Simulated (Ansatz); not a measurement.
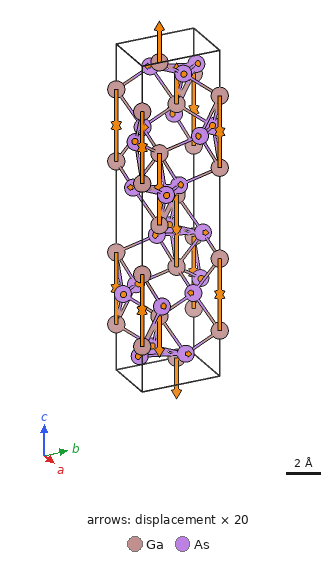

This is a relaxation of crystalline Ga$_{2}$As$_{3}$ (built on the corundum_167 type). The starting structure is drawn; orange arrows show the displacements (the part carried along by the change of the cell is left out), 20 times their true length.

The picture is a ball-and-stick view of the conventional cell (3 times the calculation's cell), seen slightly off an axis. Lengths and directions refer to the drawn axes.

Case: corundum type (R-3c, No. 167).

The calculation used DFT PBE, scalar-relativistic, plane waves, PAW (Ansatz 0.2.0). Set-up: plane-wave cutoff 420 eV; k-point mesh 6 × 6 × 6; occupations gaussian; smearing width 0.1 eV; no spin polarisation; cell and atoms relaxed; force threshold 0.01 eV/Å; at most 80 steps.

Atoms of which element are displaced furthest, and by how much?

Answer. Gallium: up to 0.13 Å, against 0.02 Å for arsenic.

What happened in the run?

Answer. The energy falls by 8.1 meV per atom in 5 accepted moves (6 points after the start). Largest force component: 0.15 eV/Å at the start, 0.007 eV/Å at the end. The pressure goes from −0.15 to 0.04 GPa. The SCF was repeated once at an unchanged geometry on a basis and grid sized afresh for the cell, which shifted the energy by 0.2 meV per atom at most. The largest moves relative to the cell, 0.13 Å, are those of Ga atoms. By element the largest moves are Ga 0.13 Å, As 0.02 Å. The drawn cell changes as follows: a = b 6.357 → 6.151 Å (−3.2 %), c 19.687 → 21.330 Å (+8.3 %); the volume changes by +1.4 %. Among the contacts that change: As–As 2.802 → 2.746 Å, As–Ga 2.709 → 2.735 Å, As–Ga 2.652 → 2.671 Å. Bond angles that change, for instance: As–Ga–As 103.8° → 97.5°, Ga–As–Ga 90.9° → 85.3°, As–Ga–As 89.1° → 94.7°. The space group stays R-3c (No. 167).
